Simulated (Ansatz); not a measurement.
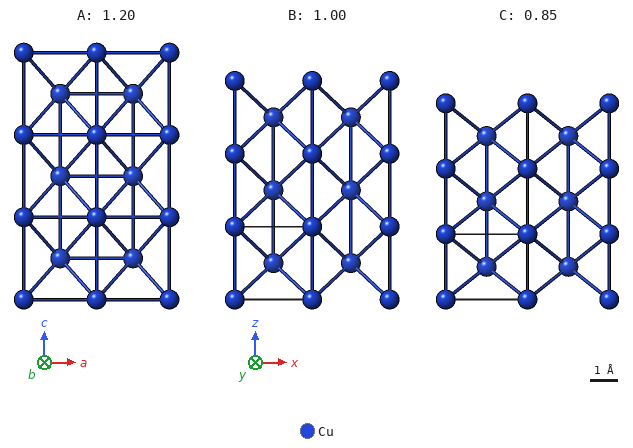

Energy scan for crystalline Cu (I4/mmm), in which the ratio of the cell's length along z to its lengths across, counted as 1 for the reference, is changed at fixed volume (a c/a path), with the atoms kept at their fractional coordinates. x, y and z are the Cartesian axes of the input. Style: ball-and-stick. Shown: the conventional cell (2 times the calculation's cell), repeated 2 × 2 × 3 with one cell outlined, along the b axis. Lengths and directions refer to the drawn axes.

All numbers below come from Ansatz, DFT PBEsol, scalar-relativistic, plane waves, PAW. (plane-wave cutoff 420 eV; k-point mesh 34 × 34 × 34; occupations gaussian; smearing width 0.15 eV; no spin polarisation). Energies (free energies at the smearing named) are counted from the relaxed crystal.

**Order these geometries by energy, lowest first.**

Lowest first: A (the relative ratio 1.20, −6.6 meV/atom), B (the relative ratio 1.00, 0.0 meV/atom), C (the relative ratio 0.85, 34.1 meV/atom). Over the whole scan: the lowest computed point lies at the relative ratio 1.20 (−6.6 meV/atom). The energy is still falling at the end of the range, so the minimum along this coordinate lies there or beyond. At the ends of the scan the energy is 34.1 meV/atom (0.85) and −6.6 meV/atom (1.20). The distortion keeps the space group I4/mmm. At the relative ratio 1.20 the cell of the drawing goes a 2.890 → 2.720 Å, b 2.890 → 2.720 Å, c 2.720 → 3.072 Å.
